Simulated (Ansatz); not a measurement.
# Calculations on HfO₂ and related structures

## 1. Relaxation

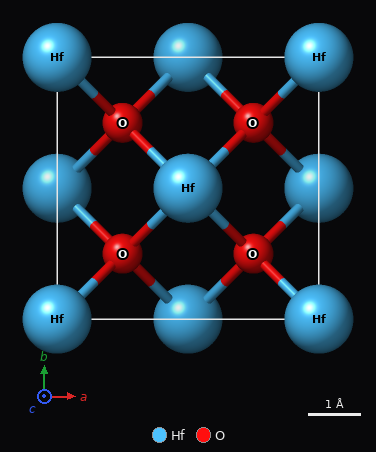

Starting structure of a crystal of HfO₂ (set up in Fm-3m) (coarse preliminary run). A ball-and-stick model of the conventional cell (4 times the calculation's cell), seen along the c axis. Lengths and directions refer to the drawn axes.

Computed with DFT PBEsol, scalar-relativistic, plane waves, PAW in Ansatz.

The input:
```yaml
crystal:
  lattice:
    - [0.0, 2.5575, 2.5575]
    - [2.5575, 0.0, 2.5575]
    - [2.5575, 2.5575, 0.0]
  atoms:
    - { symbol: Hf, position: [0.0, 0.0, 0.0] }
    - { symbol: O, position: [0.25, 0.25, 0.25] }
    - { symbol: O, position: [0.75, 0.75, 0.75] }
basis:
  ecutwfc: 420
kpoints:
  mp_grid: { grid: [6, 6, 6] }
hamiltonian:
  xc: pbesol
scf:
  occupations: { method: gaussian, width: 0.1 }
output:
  forces: true
  stress: true
  eigenvalues: true
relax:
  adjacent_minimum: "off"
  f_tol: 0.05
  max_steps: 80
  cell: { stress_tol: 0.5 }
```

Command:
```bash
ansatz run input.yaml --threads 4 --pin off --max-ram 9216MiB --backend cpu --events-out ev --progress --plain --runs-dir out
```

Predict the outcome.

After 2 accepted moves (3 points after the start) the energy has fallen by 15.0 meV per atom. All forces vanish by symmetry, so only the cell relaxes. The pressure goes from −10.18 to −0.50 GPa. At 1 point the geometry stayed and the basis and grid were re-selected for the new cell (energy shift of 2.2 meV per atom at most each time). No atom moves by more than 0.005 Å relative to the cell. The drawn cell changes as follows: a = b = c 5.115 → 5.047 Å (−1.3 %); the volume changes by −3.9 %. Near-neighbour distances that change, for instance: Hf1–O2 2.215 → 2.185 Å. The space group stays Fm-3m (No. 225). Cost: 1.2 s on 4 threads of Arm Neoverse V2 (shared host), peak memory 0.32 GiB.

After the run, drawn alike:

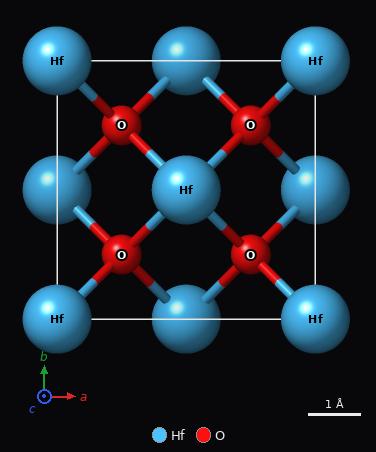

## 2. Relaxation

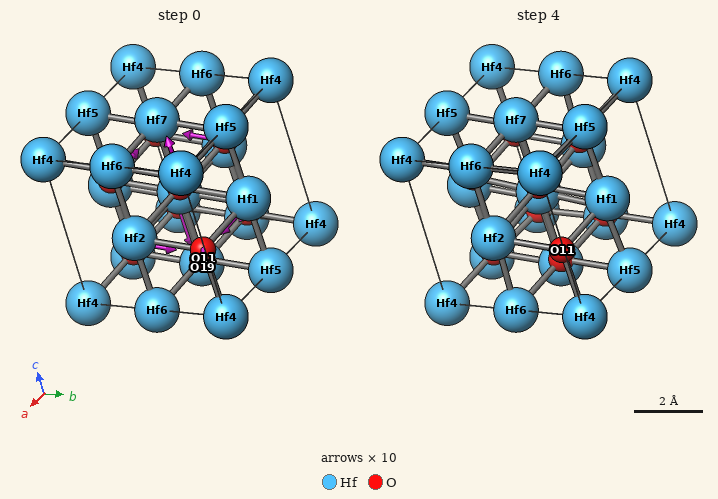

The structure of a defect cell of composition Hf7O16 before (left) and after (right) a relaxation, at one scale. The purple arrows give the displacements, magnified 10 times.

Style: ball-and-stick. Shown: the cell of the calculation, from a free direction.

Case: Hf vacancy, atoms relaxed.

The calculation used DFT PBEsol, scalar-relativistic, plane waves, PAW in Ansatz 0.2.0. (plane-wave cutoff 420 eV; k-point mesh 4 × 4 × 4; occupations gaussian; smearing width 0.05 eV; no spin polarisation; atoms relaxed in a fixed cell; force threshold 0.02 eV/Å; at most 50 steps)

**What changed between the two?**

Over 3 accepted moves (4 points after the start) the energy falls by 0.644 eV per cell of the calculation. Largest force component: 0.64 eV/Å at the start, 0.00055 eV/Å at the end. 1 step only repeated the SCF at the same geometry. The largest moves, 0.14 Å, are those of O atoms. Hf stays in place. The cell doesn't change. Among the contacts that change: Hf–O 2.184 → 2.142 Å, Hf–O 2.184 → 2.199 Å. Bond angles that change, for instance: Hf–O–Hf 109.5° → 112.7°.

Limits of the set-up: the periodic images lie only 7.1 Å apart, so the values are limited by the cell's size.

## 3. Vacancy jump

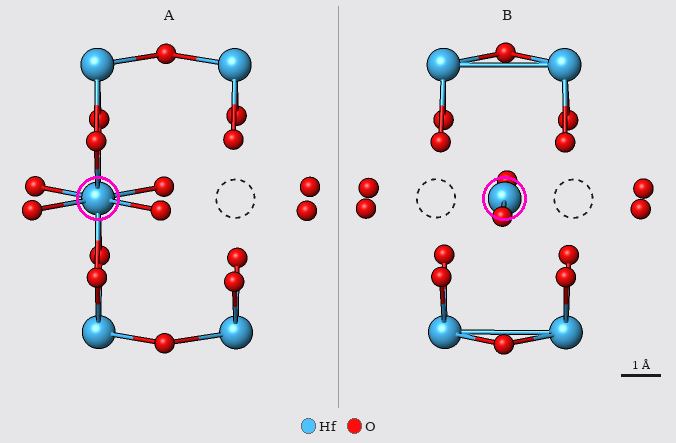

A vacancy jump of hafnium in HfO$_{2}$ (Fm-3m phase), in a neutral cell with 23 atoms, whose images lie 7.1 Å apart. One frame is the relaxed vacancy; in the other the neighbouring Hf atom (ringed) was set half-way along its jump of 3.57 Å and all atoms were relaxed in the symmetry of that start. Dashed circles mark empty sites. A ball-and-stick model of the slice 3.8 Å thick through the jump, out to 4.6 Å from its middle, seen across the jump.

The calculation used DFT PBEsol, scalar-relativistic, plane waves, PAW (Ansatz). (plane-wave cutoff 420 eV; k-point mesh 4 × 4 × 4; occupations gaussian; smearing width 0.05 eV; no spin polarisation; atoms relaxed in a fixed cell; force threshold 0.02 eV/Å).

> Which frame is the half-way one, and how far apart are the two in energy?

Frame B is the half-way start after relaxation. It lies 5.61 eV above the relaxed vacancy. The atom stays half-way, on the straight line. The symmetry of the start was kept and can hold it there, so for a path with one hump at the middle this is the barrier or an upper bound to it. There it has 2 O as nearest neighbours, the closest at 2.03 Å. Both cells are metallic on the mesh.

Limits of the set-up: the periodic images lie only 7.1 Å apart, so the values are limited by the cell's size.
